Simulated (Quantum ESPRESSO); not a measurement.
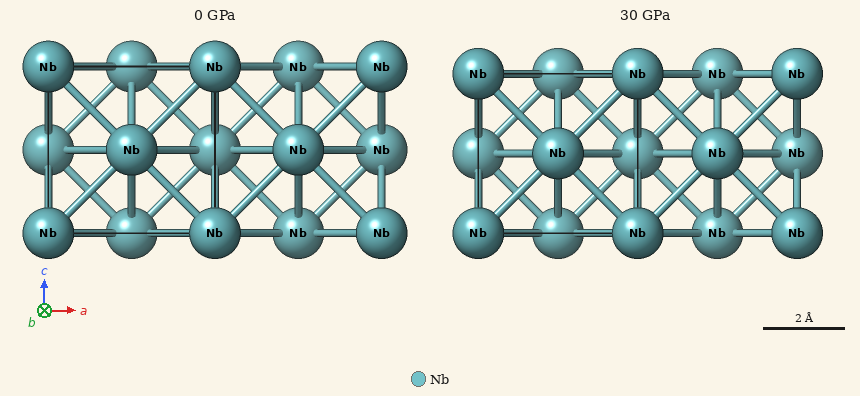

Solid Nb (set up in Fm-3m), relaxed (cell and atoms) at several target pressures. The picture shows the first and the last member. Style: ball-and-stick. Shown: the conventional cell (4 times the calculation's cell), repeated 2 × 1 × 1 with one cell outlined, along the b axis. Lengths and directions refer to the drawn axes.

Computed with Quantum ESPRESSO 7.5: PBEsol, GBRV 1.5 PBEsol. Set-up: plane-wave cutoff 707.5 eV; k-point mesh 11 × 11 × 11; occupations fermi-dirac; smearing width 0.05 eV; no spin polarisation.

```csv
pressure (GPa),volume (Å³/atom),a (Å)
0,18.050,4.164
2,?,?
5,17.574,4.127
10,17.148,4.093
20,16.410,4.034
30,15.793,3.983
```

**One row is withheld. What does the calculation give there?**

Murnaghan's form V = V₀(1 + B′P/B₀)^(−1/B′), with V₀ = 18.050 Å³ from the row at zero pressure, fits the other rows with B₀ = 179 GPa and B′ = 3.27 (largest miss 0.001 Å³). At 2 GPa it gives 18.050 × (1 + 3.27 × 2/179)^(−1/3.27) = 17.853 Å³ per atom. The calculation gives 17.853 Å³/atom (a = 4.149 Å). The estimate is right to the digits shown. From the first member to the last: Nb–Nb 2.944 → 2.816 Å.

The whole series:

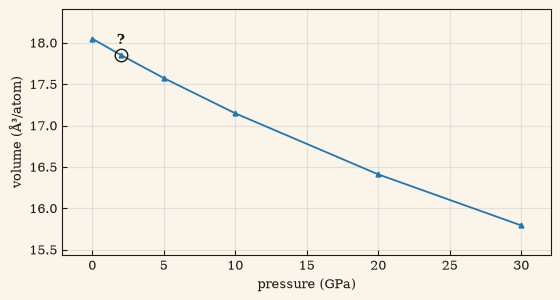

Each member starts from this one structure; whether another phase lies lower wasn't checked.
